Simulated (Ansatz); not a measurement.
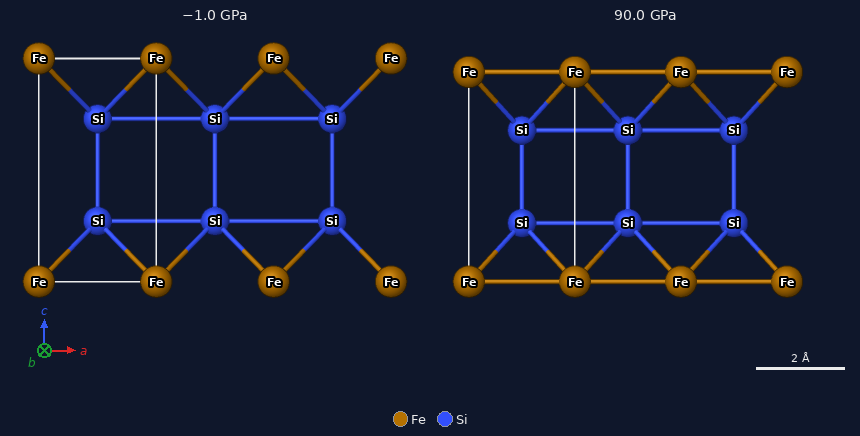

Crystalline FeSi2 (set up in P4/mmm), relaxed (cell and atoms) at several target pressures. The picture shows the first and the last member. A ball-and-stick model of the cell of the calculation, repeated 3 × 1 × 1 with one cell outlined, seen along the b axis.

Computed with Ansatz 0.2.0: DFT r2SCAN, scalar-relativistic, plane waves, PAW. (plane-wave cutoff 500 eV; k-point mesh 16 × 16 × 8 at −1.0 to 25.0, 16 × 16 × 10 at 50.0, 18 × 18 × 10 at 90.0 GPa; occupations gaussian; smearing width 0.1 eV; collinear spin; cell and atoms relaxed; force threshold 0.008 eV/Å)

```
pressure (GPa)  volume (Å³/atom)  a (Å)  c (Å)
          −1.0            12.305  2.688  5.109
           0.0            12.241  2.682  5.104
           1.0            12.177  2.677  5.099
           4.0            11.999  2.661  5.082
          12.0            11.587  2.626  5.042
          25.0            11.051  2.579  4.984
          50.0                 ?      ?      ?
          90.0             9.426  2.428  4.798
```

Q: Estimate the missing row from the others, and compare with the calculation.

A: Murnaghan's form V = V₀(1 + B′P/B₀)^(−1/B′), with V₀ = 12.241 Å³ from the row at zero pressure, fits the other rows with B₀ = 197 GPa and B′ = 3.93 (largest miss 0.008 Å³). At 50.0 GPa it gives 12.241 × (1 + 3.93 × 50.0/197)^(−1/3.93) = 10.265 Å³ per atom. The calculation gives 10.280 Å³/atom (a = 2.509 Å, c = 4.898 Å). The estimate is 0.015 Å³/atom too low. From the first member to the last: Si–Si 2.688 → 2.428 Å, Fe–Fe 2.688 → 2.428 Å, Si–Si 2.342 → 2.125 Å.

The whole series:

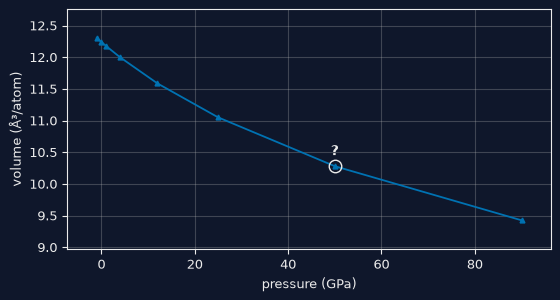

Each member starts from this one structure; whether another phase lies lower wasn't checked.
